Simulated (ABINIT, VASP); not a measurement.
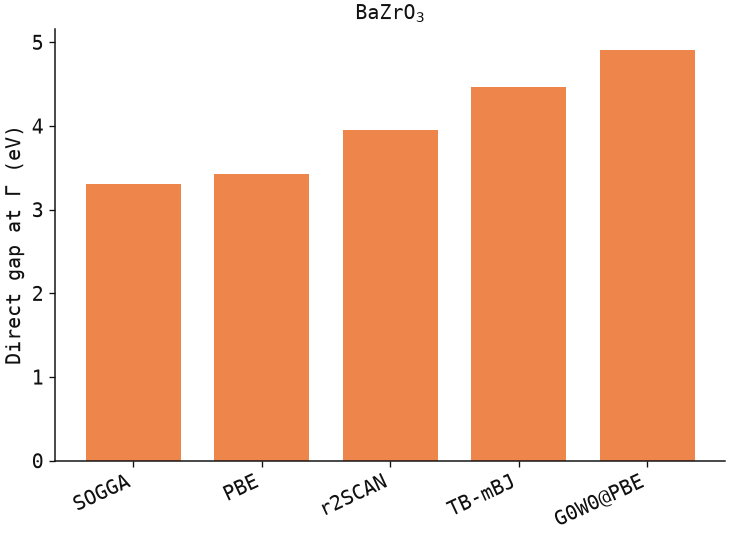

Direct gap at Γ, by several methods on one cell of cubic perovskite-type BaZrO3, space group Pm-3m, 5 atoms in the cell; cubic a = 4.191 Å. All runs are without spin-orbit coupling and carry no moments. The cell is at 4 GPa in PBE. The smallest gap is indirect or lies off these points.

How do the methods rank at Γ?

From low to high: SOGGA 3.30, PBE 3.42, r2SCAN 3.95, TB-mBJ 4.46, G0W0@PBE 4.91 eV.

| method | program | Γ (eV) |
| --- | --- | --- |
| SOGGA | ABINIT | 3.30 |
| PBE | ABINIT | 3.42 |
| r2SCAN | ABINIT | 3.95 |
| TB-mBJ | ABINIT | 4.46 |
| G0W0@PBE | VASP | 4.91 |

Settings. SOGGA: JTH PAW PBE v2.0, 6×6×6 k mesh, 626 eV cutoff, Fermi-Dirac smearing of 0.05 eV (ABINIT 10.8.3 (patched build)). PBE: JTH PAW PBE v2.0, 8×8×8 k mesh, 626 eV cutoff, Fermi-Dirac smearing of 0.05 eV (ABINIT 10.8.3 (patched build)). r2SCAN: JTH PAW PBE v2.0, 6×6×6 k mesh, 762 eV cutoff, Fermi-Dirac smearing of 0.05 eV (ABINIT). TB-mBJ: JTH PAW LDA v2.0, 5×5×5 k mesh, 762 eV cutoff, Fermi-Dirac smearing of 0.05 eV (ABINIT). G0W0@PBE: PBE, VASP PAW PBE potentials, release 64 (Ba_sv_GW, Zr_sv_GW, O_GW), 4×4×4 k mesh, 500 eV cutoff, Gaussian smearing of 0.01 eV (VASP 6.6.1), G0W0 with GW iterations 1, cutoff of the response function 150 eV, frequency points 50 and empty bands 307.

These are five of the 16 methods that were run on this cell. The runs come from different programs and meshes, which adds differences of its own. SOGGA, r2SCAN and TB-mBJ: the PAW data sets were made with another functional. LDA, GGA and most meta-GGA functionals understate gaps. TB-mBJ: the constant c of TB-mBJ comes from the pseudo density here, which moves gaps by up to 0.3 eV between sets of potentials. G0W0@PBE: bands, screening cutoff and mesh are small and nothing is extrapolated, so the quasiparticle values aren't converged. Over all k points computed the smallest gap is 3.09 eV in SOGGA (mesh alone), 3.20 eV in PBE (mesh alone), 3.71 eV in r2SCAN (mesh alone), 4.15 eV in TB-mBJ and 4.68 eV in G0W0@PBE (mesh alone). The GW values are at finite bands, cutoffs and mesh, short of the basis limit.
